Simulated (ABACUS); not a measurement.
# KI: single-point calculation at one volume of an equation of state (part 2 of 2)

Continued. System: KI (Pm-3m, 2 atoms in the cell). Method: Kohn-Sham DFT of a periodic cell, PBE, PseudoDojo NC SR 0.4.1 PBE standard, no spin polarisation (ABACUS 3.10.1); cutoff 1360.57 eV, 6×6×6 k-mesh, fermi-dirac of 0.05 eV. The structure derives from a Materials Project entry. It belongs to a series of runs on one base structure; here: volume scaled by 0.94. The settings are looser than a standard set-up, so the numbers are not reference values.

Geometry of the input (Å; fractional positions):
```
4.2036  0.0000  0.0000
0.0000  4.2036  0.0000
0.0000  0.0000  4.2036
I  0.5000  0.5000  0.5000
K  0.0000  0.0000  0.0000
```

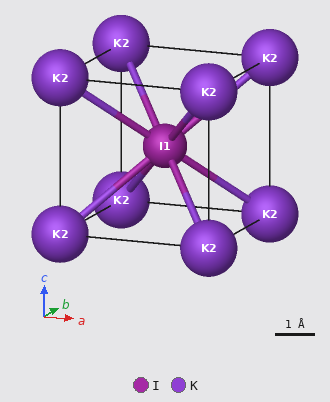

**Figure 1.** The input geometry (ball-and-stick view of the cell of the calculation, seen slightly off an axis; atoms are numbered from 1 in the order of the input).

**Log, continued**
```
----------------------------------------------------------
     Energy           Rydberg                 eV
----------------------------------------------------------
 E_KohnSham     -86.1313769471       -1171.8775030668
 E_Harris       -86.2203283938       -1173.0877495866
 E_Fermi        0.4509762226         6.1358462894
----------------------------------------------------------

 LCAO ALGORITHM --------------- ION=   1  ELEC=   3--------------------------------

 Density error is 0.00404269535503
----------------------------------------------------------
     Energy           Rydberg                 eV
----------------------------------------------------------
 E_KohnSham     -86.1321942323       -1171.8886228014
 E_Harris       -86.1706776405       -1172.4122164316
 E_Fermi        0.4355365554         5.9257788410
----------------------------------------------------------

 LCAO ALGORITHM --------------- ION=   1  ELEC=   4--------------------------------

 Density error is 0.000390435622312
----------------------------------------------------------
     Energy           Rydberg                 eV
----------------------------------------------------------
 E_KohnSham     -86.1322022173       -1171.8887314431
 E_Harris       -86.1369904536       -1171.9538787401
 E_Fermi        0.4321134574         5.8792052030
----------------------------------------------------------

 LCAO ALGORITHM --------------- ION=   1  ELEC=   5--------------------------------

 Density error is 0.000125005317138
----------------------------------------------------------
     Energy           Rydberg                 eV
----------------------------------------------------------
 E_KohnSham     -86.1322023974       -1171.8887338935
 E_Harris       -86.1320814564       -1171.8870884070
 E_Fermi        0.4315883156         5.8720602823
----------------------------------------------------------

 LCAO ALGORITHM --------------- ION=   1  ELEC=   6--------------------------------

 Density error is 3.1019830343e-06
----------------------------------------------------------
     Energy           Rydberg                 eV
----------------------------------------------------------
 E_KohnSham     -86.1322024194       -1171.8887341928
 E_Harris       -86.1322138003       -1171.8888890378
 E_Fermi        0.4316623116         5.8730670501
----------------------------------------------------------

 LCAO ALGORITHM --------------- ION=   1  ELEC=   7--------------------------------

 Density error is 1.47445873504e-07
----------------------------------------------------------
     Energy           Rydberg                 eV
----------------------------------------------------------
 E_KohnSham     -86.1322024194       -1171.8887341928
 E_Harris       -86.1322026436       -1171.8887372441
 E_Fermi        0.4316628736         5.8730746954
----------------------------------------------------------

 LCAO ALGORITHM --------------- ION=   1  ELEC=   8--------------------------------

 Density error is 1.03923813842e-07
----------------------------------------------------------
     Energy           Rydberg                 eV
----------------------------------------------------------
 E_KohnSham     -86.1322024194       -1171.8887341928
 E_Harris       -86.1322025425       -1171.8887358681
 E_Fermi        0.4316628140         5.8730738856
----------------------------------------------------------

 LCAO ALGORITHM --------------- ION=   1  ELEC=   9--------------------------------

 Density error is 4.71759921014e-09
----------------------------------------------------------
     Energy           Rydberg                 eV
----------------------------------------------------------
 E_KohnSham     -86.1322024194       -1171.8887341928
 E_KS(sigma->0) -86.1322024194       -1171.8887341928
 E_Harris       -86.1322024129       -1171.8887341045
 E_band         -7.8029493932        -106.1645729527
 E_one_elec     -22.6466108757       -308.1229482984
 E_Hartree      16.6892148386        227.0684169506
 E_xc           -21.0215432779       -286.0127693324
 E_Ewald        -59.1532631044       -804.8214335125
 E_entropy(-TS) -0.0000000000        -0.0000000000
 E_descf        0.0000000000         0.0000000000
 E_exx          0.0000000000         0.0000000000
 E_Fermi        0.4316628560         5.8730744560
----------------------------------------------------------

 charge density convergence is achieved
 final etot is -1171.8887342 eV
 EFERMI = 5.873074456 eV

 STATE ENERGY(eV) AND OCCUPATIONS    NSPIN == 1
 1/20 kpoint (Cartesian) = 0.0000 0.0000 0.0000 (2100 pws)
       1       -26.3867     0.00925926
       2       -9.82361     0.00925926
       3       -9.82361     0.00925926
       4       -9.82361     0.00925926
       5       -6.82719     0.00925926
       6        3.96689     0.00925926
       7        3.96689     0.00925926
       8        3.96689     0.00925926
       9        7.73331    6.43861e-19

 2/20 kpoint (Cartesian) = 0.039649 0.0000 0.0000 (2120 pws)
       1       -26.3852      0.0555556
       2       -9.86471      0.0555556
       3       -9.82014      0.0555556
       4       -9.82014      0.0555556
       5       -6.73541      0.0555556
       6        3.20541      0.0555556
       7        4.00152      0.0555556
       8        4.00152      0.0555556
       9        8.48670    1.10427e-24

 3/20 kpoint (Cartesian) = 0.079297 0.0000 0.0000 (2129 pws)
       1       -26.3822      0.0555556
       2       -9.94295      0.0555556
       3       -9.81317      0.0555556
       4       -9.81317      0.0555556
       5       -6.53048      0.0555556
       6        2.04019      0.0555556
       7        4.07194      0.0555556
       8        4.07194      0.0555556
       9        10.1589    3.30150e-39

 4/20 kpoint (Cartesian) = 0.11895 0.0000 0.0000 (2128 pws)
       1       -26.3807      0.0277778
       2       -9.97976      0.0277778
       3       -9.80968      0.0277778
       4       -9.80968      0.0277778
       5       -6.40060      0.0277778
       6        1.51005      0.0277778
       7        4.10775      0.0277778
       8        4.10775      0.0277778
       9        11.7838    1.27111e-53

 5/20 kpoint (Cartesian) = 0.039649 0.039649 0.0000 (2124 pws)
       1       -26.3837       0.111111
       2       -9.86783       0.111111
       3       -9.84810       0.111111
       4       -9.81694       0.111111
       5       -6.65920       0.111111
       6        3.10094       0.111111
       7        3.50992       0.111111
       8        4.04397       0.111111
       9        9.06098    2.26980e-29

 6/20 kpoint (Cartesian) = 0.079297 0.039649 0.0000 (2125 pws)
       1       -26.3807       0.222222
       2       -9.93177       0.222222
       3       -9.84363       0.222222
       4       -9.81052       0.222222
       5       -6.48778       0.222222
       6        2.15918       0.222222
       7        3.53360       0.222222
       8        4.13047       0.222222
       9        10.3036    7.30239e-40

[... levels at 14 further k points ...]

 correction force for each atom along direction 1 is 4.79228e-15
 correction force for each atom along direction 2 is 3.68650e-16
 correction force for each atom along direction 3 is 6.57206e-15
------------------------------------------------------------------------------------------
 TOTAL-FORCE (eV/Angstrom)
------------------------------------------------------------------------------------------
                        I1         0.0000000000         0.0000000000         0.0000000000
                        K1         0.0000000000         0.0000000000         0.0000000000
------------------------------------------------------------------------------------------

----------------------------------------------------------------
 TOTAL-STRESS (KBAR)
----------------------------------------------------------------
        30.6738752480         0.0000000000        -0.0000000000
         0.0000000000        30.6738752480         0.0000000000
         0.0000000000         0.0000000000        30.6738752480
----------------------------------------------------------------
 TOTAL-PRESSURE: 30.673875 KBAR

 --------------------------------------------
 !FINAL_ETOT_IS -1171.8887341928027581 eV
 --------------------------------------------
```

**Standard output**
```
ABACUS v3.10.1

               Atomic-orbital Based Ab-initio Computation at UStc

%%%%%%%%%%%%%%%%%%%%%%%%%%%%%%%%%%%%%%%%%%%%%%%%%%%%%%%%%%%%%%%%%%%%%%%%%%%%%%%%%%%%%%%%%%%%%%%%%%%%%%%%%
 Warning: the number of valence electrons in pseudopotential > 1 for K: [Ar] 4s1
 Pseudopotentials with additional electrons can yield (more) accurate outcomes, but may be less efficient.
 If you're confident that your chosen pseudopotential is appropriate, you can safely ignore this warning.
%%%%%%%%%%%%%%%%%%%%%%%%%%%%%%%%%%%%%%%%%%%%%%%%%%%%%%%%%%%%%%%%%%%%%%%%%%%%%%%%%%%%%%%%%%%%%%%%%%%%%%%%%

 UNIFORM GRID DIM        : 54 * 54 * 54
 UNIFORM GRID DIM(BIG)   : 27 * 27 * 27
 ---------------------------------------------------------
 Self-consistent calculations for electrons
 ---------------------------------------------------------
 SPIN    KPOINTS         PROCESSORS  THREADS     NBASE
 1       20              4           4           9
 ---------------------------------------------------------
 Use Systematically Improvable Atomic bases
 ---------------------------------------------------------
 ELEMENT ORBITALS        NBASE       NATOM       XC
 I       1s1p-8au        4           1
 K       2s1p-10au       5           1
 ---------------------------------------------------------
 Initial plane wave basis and FFT box
 ---------------------------------------------------------
 -------------------------------------------
 SELF-CONSISTENT :
 -------------------------------------------
 START CHARGE      : atomic
 ITER       ETOT/eV          EDIFF/eV         DRHO     TIME/s
 GE1     -1.17193393e+03   0.00000000e+00   6.8767e-02   0.21
 Returing early from merge_systems (na1==1 .or. na1==2)
 Returing early from merge_systems (na1==1 .or. na1==2)
 Returing early from merge_systems (na1==1 .or. na1==2)
 Returing early from merge_systems (na1==1 .or. na1==2)
 GE2     -1.17187750e+03   5.64251492e-02   2.6760e-02   0.20
 GE3     -1.17188862e+03  -1.11197345e-02   4.0427e-03   0.20
 GE4     -1.17188873e+03  -1.08641705e-04   3.9044e-04   0.20
 GE5     -1.17188873e+03  -2.45043825e-06   1.2501e-04   0.20
 GE6     -1.17188873e+03  -2.99279074e-07   3.1020e-06   0.20
 GE7     -1.17188873e+03  -1.60479336e-11   1.4745e-07   0.20
 GE8     -1.17188873e+03  -4.83371494e-12   1.0392e-07   0.20
 GE9     -1.17188873e+03   0.00000000e+00   4.7176e-09   0.20
----------------------------------------------------------------
 TOTAL-STRESS (KBAR)
----------------------------------------------------------------
        30.6738752480         0.0000000000        -0.0000000000
         0.0000000000        30.6738752480         0.0000000000
         0.0000000000         0.0000000000        30.6738752480
----------------------------------------------------------------
 TOTAL-PRESSURE: 30.673875 KBAR
```

**File mulliken.txt**
```
 0
CALCULATE THE MULLIkEN ANALYSIS FOR EACH ATOM
 Total charge:	16
Decomposed Mulliken populations
0                              Zeta of I              Spin 1
s                                      0              1.9689
SUM OVER M+Zeta                                       1.9689

pz                                     0              1.9827
px                                     0              1.7605
py                                     0              1.9436
SUM OVER M                                            5.6868
SUM OVER M+Zeta                                       5.6868

SUM OVER M+Zeta+L                                     7.6557

Total Charge on atom:                  I              7.6557


1                              Zeta of K              Spin 1
s                                      0              2.0002
s                                      1              0.3442
SUM OVER M+Zeta                                       2.3444

pz                                     0              1.9998
px                                     0              1.9999
py                                     0              2.0002
SUM OVER M                                            5.9999
SUM OVER M+Zeta                                       5.9999

SUM OVER M+Zeta+L                                     8.3443

Total Charge on atom:                  K              8.3443
```

**Results in brief**

- outcome: converged
- space group (tolerance 0.01 Å): Pm-3m (221)
- electrons treated: 16
- free energy: −1171.8887 eV
- Fermi energy: 5.873 eV
- gap on the k-point mesh: 3.35 eV
- pressure: 3.07 GPa
- largest force (length of the vector): under 0.001 eV/Å
- wall time: 2.5 s (CPU time 9.8 s)
- peak memory: 0.44 GiB

**Notes**

Settings chosen away from the usual ones: volume scaled by 0.94. The settings depart from the standard set-up of this series, which can bear on the numbers. Points of doubt noted for this run: home made orbitals.
